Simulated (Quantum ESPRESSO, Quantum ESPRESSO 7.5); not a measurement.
# C, zinc blende or diamond type, strained in the (001) plane, stepped through biaxial strain in the plane

Wanted: a table for C, zinc blende or diamond type, strained in the (001) plane against biaxial strain in the plane, and what can be fitted to it.

Main program and level: Quantum ESPRESSO 7.5; plane-wave DFT, PBE, GBRV ultrasoft pseudopotentials.

## Step 1: Set-up

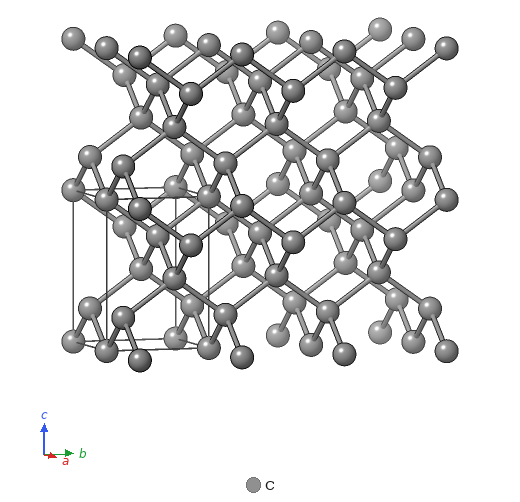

Start, viewed from the side, with the c axis up; carbon grey. 2×3×2 cells are drawn. Some periodic images of atoms are drawn too.

Set-up: The cubic cell is relaxed first; each member is held at its strain in the plane while the axis along [001] relaxes. pwcond (ikind = 0) gives the complex bands along [001] at three points across. Fixed occupations.

Members -2, -1, 0, 1 and 2 took the same steps and show in the table alone.

## Step 2: Variable-cell relaxation of the reference

The bulk crystal is relaxed in cell and atoms; the members are built on its lattice constants.

Input file ref.vc.in:

```
&control
  prefix = 'ref.vc'
  outdir = './out'
  pseudo_dir = './pseudo'
  nstep = 40
  forc_conv_thr = 0.001
  calculation = 'vc-relax'
/
&system
  ibrav = 0
  nat = 4
  ntyp = 1
  ecutwfc = 50
  ecutrho = 250
  occupations = 'fixed'
/
&electrons
  conv_thr = 1e-10
  mixing_beta = 0.6
  electron_maxstep = 120
/
&ions
/
&cell
  press_conv_thr = 0.2
/
ATOMIC_SPECIES
  C   12.0110  c_pbe_v1.2.uspp.F.UPF
CELL_PARAMETERS angstrom
  2.52437120883597 0.00000000000000 0.00000000000000
  0.00000000000000 2.52437120883597 0.00000000000000
  0.00000000000000 0.00000000000000 3.57000000000000
ATOMIC_POSITIONS crystal
  C   0.000000000000 0.000000000000 0.000000000000
  C   0.500000000000 0.000000000000 0.250000000000
  C   0.500000000000 0.500000000000 0.500000000000
  C   0.000000000000 0.500000000000 0.750000000000
K_POINTS automatic
  10 10 8 0 0 0
```

Started as:

```bash
OMP_NUM_THREADS=1 mpirun -n 4 pw.x -nk 4 -in ref.vc.in > ref.vc.out
```

Log:

```text
Program PWSCF v.7.5 starts
[citation notice left out]

     Parallel version (MPI & OpenMP), running on       4 processor cores
     Number of MPI processes:                 4
     Threads/MPI process:                     1

     MPI processes distributed on     1 nodes
[...]
Current dimensions of program PWSCF are:
     Max number of different atomic species (ntypx) = 10
     Max number of k-points (npk) =  40000
     Max angular momentum in pseudopotentials (lmaxx) =  4
     Found identity + ( -0.5000 -0.5000 -0.5000) symmetry
     This is a supercell, fractional translations are disabled
     Message from routine setup:
     using ibrav=0 with symmetry is DISCOURAGED, use correct ibrav instead

     K-points division:     npool     =       4
     Subspace diagonalization in iterative solution of the eigenvalue problem:
     a serial algorithm will be used

     G-vector sticks info
     --------------------
     sticks:   dense  smooth     PW     G-vecs:    dense   smooth      PW
     Sum         441     357    121                10169     7387    1393

     Using Slab Decomposition

     bravais-lattice index     =            0
     lattice parameter (alat)  =       4.7704  a.u.
     unit-cell volume          =     153.5222 (a.u.)^3
     number of atoms/cell      =            4
     number of atomic types    =            1
     number of electrons       =        16.00
     number of Kohn-Sham states=            8
     kinetic-energy cutoff     =      50.0000  Ry
     charge density cutoff     =     250.0000  Ry
     scf convergence threshold =      1.0E-10
     mixing beta               =       0.6000
     number of iterations used =            8  plain     mixing
     energy convergence thresh.=      1.0E-04
     force convergence thresh. =      1.0E-03
     press convergence thresh. =      2.0E-01
     Exchange-correlation= SLA  PW   PBE  PBE
                           (   1   4   3   4   0   0   0)
     nstep                     =           40

     celldm(1)=   4.770370  celldm(2)=   0.000000  celldm(3)=   0.000000
     celldm(4)=   0.000000  celldm(5)=   0.000000  celldm(6)=   0.000000

     crystal axes: (cart. coord. in units of alat)
               a(1) = (   1.000000   0.000000   0.000000 )
               a(2) = (   0.000000   1.000000   0.000000 )
               a(3) = (   0.000000   0.000000   1.414214 )

     reciprocal axes: (cart. coord. in units 2 pi/alat)
               b(1) = (  1.000000  0.000000  0.000000 )
               b(2) = (  0.000000  1.000000  0.000000 )
               b(3) = (  0.000000  0.000000  0.707107 )

     PseudoPot. # 1 for C  read from file:
     ./pseudo/c_pbe_v1.2.uspp.F.UPF
     Pseudo is Ultrasoft + core correction, Zval =  4.0
     Generated by new atomic code, or converted to UPF format
     Using radial grid of  721 points,  4 beta functions with:
                l(1) =   0
                l(2) =   0
                l(3) =   1
                l(4) =   1
     Q(r) pseudized with  8 coefficients,  rinner =    1.100   1.100   1.100

     atomic species   valence    mass     pseudopotential
     C                 4.00    12.01100     C ( 1.00)

      8 Sym. Ops. (no inversion) found

   Cartesian axes

     site n.     atom                  positions (alat units)
         1        C      tau(   1) = (   0.0000000   0.0000000   0.0000000  )
         2        C      tau(   2) = (   0.5000000   0.0000000   0.3535534  )
         3        C      tau(   3) = (   0.5000000   0.5000000   0.7071068  )
         4        C      tau(   4) = (   0.0000000   0.5000000   1.0606602  )

     number of k points=   105

     Number of k-points >= 100: set verbosity='high' to print them.

     Dense  grid:    10169 G-vectors     FFT dimensions: (  25,  25,  36)

     Smooth grid:     7387 G-vectors     FFT dimensions: (  24,  24,  32)

     Estimated max dynamical RAM per process >      12.20 MB

     Estimated total dynamical RAM >      41.34 MB

     Initial potential from superposition of free atoms

     starting charge      15.9998, renormalised to      16.0000
     Starting wfcs are   16 randomized atomic wfcs

     total cpu time spent up to now is        1.1 secs

     per-process dynamical memory:    13.8 Mb

     Self-consistent Calculation

     iteration #  1     ecut=    50.00 Ry     beta= 0.60
     Davidson diagonalization with overlap
     ethr =  1.00E-02,  avg # of iterations =  2.0

     total cpu time spent up to now is        1.5 secs

     total energy              =     -45.91653138 Ry
     estimated scf accuracy    <       0.22670072 Ry

     iteration #  2     ecut=    50.00 Ry     beta= 0.60
[...]
total energy              =     -45.92157140 Ry
     estimated scf accuracy    <       0.01700003 Ry

     iteration #  3     ecut=    50.00 Ry     beta= 0.60
[...]
total energy              =     -45.92351685 Ry
     estimated scf accuracy    <       0.00017001 Ry

     iteration #  4     ecut=    50.00 Ry     beta= 0.60
[...]
total energy              =     -45.92359105 Ry
     estimated scf accuracy    <       0.00000373 Ry

     iteration #  5     ecut=    50.00 Ry     beta= 0.60
[...]
total energy              =     -45.92359416 Ry
     estimated scf accuracy    <       0.00000014 Ry

     iteration #  6     ecut=    50.00 Ry     beta= 0.60
[...]
total energy              =     -45.92359422 Ry
     estimated scf accuracy    <       0.00000001 Ry

     iteration #  7     ecut=    50.00 Ry     beta= 0.60
[...]
total energy              =     -45.92359422 Ry
     estimated scf accuracy    <          1.2E-10 Ry

     iteration #  8     ecut=    50.00 Ry     beta= 0.60
[...]
End of self-consistent calculation

     Number of k-points >= 100: set verbosity='high' to print the bands.

     highest occupied level (ev):    13.2957

!    total energy              =     -45.92359422 Ry
     estimated scf accuracy    <          3.3E-11 Ry

     The total energy is the sum of the following terms:
     one-electron contribution =      16.04176545 Ry
     hartree contribution      =       3.87195226 Ry
     xc contribution           =     -14.73464277 Ry
     ewald contribution        =     -51.10266917 Ry

     convergence has been achieved in   8 iterations

     Forces acting on atoms (cartesian axes, Ry/au):

[...]
highest occupied level (ev):    13.2725

!    total energy              =     -45.92359800 Ry
     estimated scf accuracy    <          1.4E-11 Ry

     The total energy is the sum of the following terms:
     one-electron contribution =      16.01288740 Ry
     hartree contribution      =       3.87460076 Ry
     xc contribution           =     -14.73039850 Ry
     ewald contribution        =     -51.08068765 Ry

     convergence has been achieved in   4 iterations

     Forces acting on atoms (cartesian axes, Ry/au):

     atom    1 type  1   force =     0.00000000    0.00000000    0.00000000
     atom    2 type  1   force =     0.00000000    0.00000000    0.00000006
     atom    3 type  1   force =     0.00000000    0.00000000    0.00000000
     atom    4 type  1   force =     0.00000000    0.00000000   -0.00000006

     Total force =     0.000000     Total SCF correction =     0.000000

     Computing stress (Cartesian axis) and pressure

          total   stress  (Ry/bohr**3)                   (kbar)     P=       -0.00
   0.00000000  -0.00000000   0.00000000            0.00       -0.00        0.00
  -0.00000000   0.00000000   0.00000000           -0.00        0.00        0.00
   0.00000000   0.00000000  -0.00000007            0.00        0.00       -0.01

     Energy error            =      3.8E-06 Ry
     Gradient error          =      6.1E-08 Ry/Bohr
     Cell gradient error     =      1.1E-02 kbar

     bfgs converged in   3 scf cycles and   1 bfgs steps
     (criteria: energy <  1.0E-04 Ry, force <  1.0E-03 Ry/Bohr, cell <  2.0E-01 kbar)

     End of BFGS Geometry Optimization

     Final enthalpy           =     -45.9235979963 Ry

     File ./out/ref.vc.bfgs deleted, as requested
Begin final coordinates
     new unit-cell volume =    153.72050 a.u.^3 (    22.77903 Ang^3 )
     density =      3.50230 g/cm^3

CELL_PARAMETERS (angstrom)
   2.525459951  -0.000000000   0.000000000
  -0.000000000   2.525459951   0.000000000
   0.000000000   0.000000000   3.571529402

ATOMIC_POSITIONS (crystal)
C                0.0000000000        0.0000000000        0.0000000000
C                0.5000000000        0.0000000000        0.2500000119
C                0.5000000000        0.5000000000        0.5000000000
C                0.0000000000        0.5000000000        0.7499999881
End final coordinates

[...]
Final scf calculation at the relaxed structure.
     The G-vectors are recalculated for the final unit cell
     Results may differ from those at the preceding step.

     G-vector sticks info
     --------------------
     sticks:   dense  smooth     PW     G-vecs:    dense   smooth      PW
     Sum         441     357    121                10169     7387    1393

     Using Slab Decomposition

     bravais-lattice index     =            0
     lattice parameter (alat)  =       4.7704  a.u.
     unit-cell volume          =     153.7205 (a.u.)^3
     number of atoms/cell      =            4
     number of atomic types    =            1
     number of electrons       =        16.00
     number of Kohn-Sham states=            8
     kinetic-energy cutoff     =      50.0000  Ry
     charge density cutoff     =     250.0000  Ry
     scf convergence threshold =      1.0E-10
     mixing beta               =       0.6000
     number of iterations used =            8  plain     mixing
     press convergence thresh. =      2.0E-01
     Exchange-correlation= SLA  PW   PBE  PBE
                           (   1   4   3   4   0   0   0)

     celldm(1)=   4.770370  celldm(2)=   0.000000  celldm(3)=   0.000000
     celldm(4)=   0.000000  celldm(5)=   0.000000  celldm(6)=   0.000000

     crystal axes: (cart. coord. in units of alat)
               a(1) = (   1.000431  -0.000000   0.000000 )
               a(2) = (  -0.000000   1.000431   0.000000 )
               a(3) = (   0.000000   0.000000   1.414819 )

     reciprocal axes: (cart. coord. in units 2 pi/alat)
               b(1) = (  0.999569  0.000000 -0.000000 )
               b(2) = (  0.000000  0.999569 -0.000000 )
               b(3) = ( -0.000000 -0.000000  0.706804 )

     PseudoPot. # 1 for C  read from file:
     ./pseudo/c_pbe_v1.2.uspp.F.UPF
     Pseudo is Ultrasoft + core correction, Zval =  4.0
     Generated by new atomic code, or converted to UPF format
     Using radial grid of  721 points,  4 beta functions with:
                l(1) =   0
                l(2) =   0
                l(3) =   1
                l(4) =   1
     Q(r) pseudized with  8 coefficients,  rinner =    1.100   1.100   1.100

     atomic species   valence    mass     pseudopotential
     C                 4.00    12.01100     C ( 1.00)

      8 Sym. Ops. (no inversion) found

   Cartesian axes

     site n.     atom                  positions (alat units)
         1        C      tau(   1) = (   0.0000000   0.0000000   0.0000000  )
         2        C      tau(   2) = (   0.5002156  -0.0000000   0.3537049  )
         3        C      tau(   3) = (   0.5002156   0.5002156   0.7074097  )
         4        C      tau(   4) = (  -0.0000000   0.5002156   1.0611145  )

     number of k points=   105

     Number of k-points >= 100: set verbosity='high' to print them.

     Dense  grid:    10169 G-vectors     FFT dimensions: (  25,  25,  36)

     Smooth grid:     7387 G-vectors     FFT dimensions: (  24,  24,  32)

     Estimated max dynamical RAM per process >      12.28 MB

     Estimated total dynamical RAM >      41.66 MB

     Initial potential from superposition of free atoms

     starting charge      15.9998, renormalised to      16.0000
     Starting wfcs are   16 randomized atomic wfcs

     total cpu time spent up to now is        8.9 secs

     per-process dynamical memory:    13.8 Mb

     Self-consistent Calculation

     iteration #  1     ecut=    50.00 Ry     beta= 0.60
     Davidson diagonalization with overlap
     ethr =  1.00E-06,  avg # of iterations =  6.0

     total cpu time spent up to now is        9.6 secs

     total energy              =     -45.91411833 Ry
     estimated scf accuracy    <       0.23282090 Ry

[...]
iteration #  8     ecut=    50.00 Ry     beta= 0.60
[...]
End of self-consistent calculation

     Number of k-points >= 100: set verbosity='high' to print the bands.

     highest occupied level (ev):    13.2725

!    total energy              =     -45.92359893 Ry
     estimated scf accuracy    <          5.5E-11 Ry

     The total energy is the sum of the following terms:
     one-electron contribution =      16.01288347 Ry
     hartree contribution      =       3.87460602 Ry
     xc contribution           =     -14.73040077 Ry
     ewald contribution        =     -51.08068765 Ry

     convergence has been achieved in   8 iterations

     Forces acting on atoms (cartesian axes, Ry/au):

     atom    1 type  1   force =     0.00000000    0.00000000    0.00000000
     atom    2 type  1   force =     0.00000000    0.00000000    0.00000009
     atom    3 type  1   force =     0.00000000    0.00000000    0.00000000
     atom    4 type  1   force =     0.00000000    0.00000000   -0.00000009

     Total force =     0.000000     Total SCF correction =     0.000000
     SCF correction compared to forces is large: reduce conv_thr to get better values

     Computing stress (Cartesian axis) and pressure

          total   stress  (Ry/bohr**3)                   (kbar)     P=        0.01
   0.00000011   0.00000000   0.00000000            0.02        0.00        0.00
   0.00000000   0.00000011   0.00000000            0.00        0.02        0.00
   0.00000000   0.00000000   0.00000006            0.00        0.00        0.01

[...]
=------------------------------------------------------------------------------=
   JOB DONE.
=------------------------------------------------------------------------------=
```

Run time: 13 s. Hardware: 4 MPI ranks of Intel Xeon Platinum 8259CL at 2.50GHz (Skylake/Cascade Lake), shared host; peak memory 0.23 GiB.

Little changed from the start: no atom moved by 0.005 Å and no cell edge by 0.1 %.

 The last row is no step: it is a fresh SCF in the final cell with a new plane-wave basis, -0 meV from the row before.

Read from the output:

* free energy: -624.8224 eV
* valence top, on the run's zero: 13.27 eV

(Part 1 of 5 ends here.)

[Logs are printed without paths, hosts, clocks, repeated set-up lines and the standing remarks that a program may print on its own settings, such as how far it seeks lower states.]

[Hosts, paths, dates, database ids (printed as entryN), source tags and the programs' standing remarks are cut or masked in the printed files.]

[Maps of the electrostatic potential energy from Ansatz leave out the sawtooth potential of an applied field or a dipole correction, so their vacuum need not be flat; planar profiles and work functions include it.]
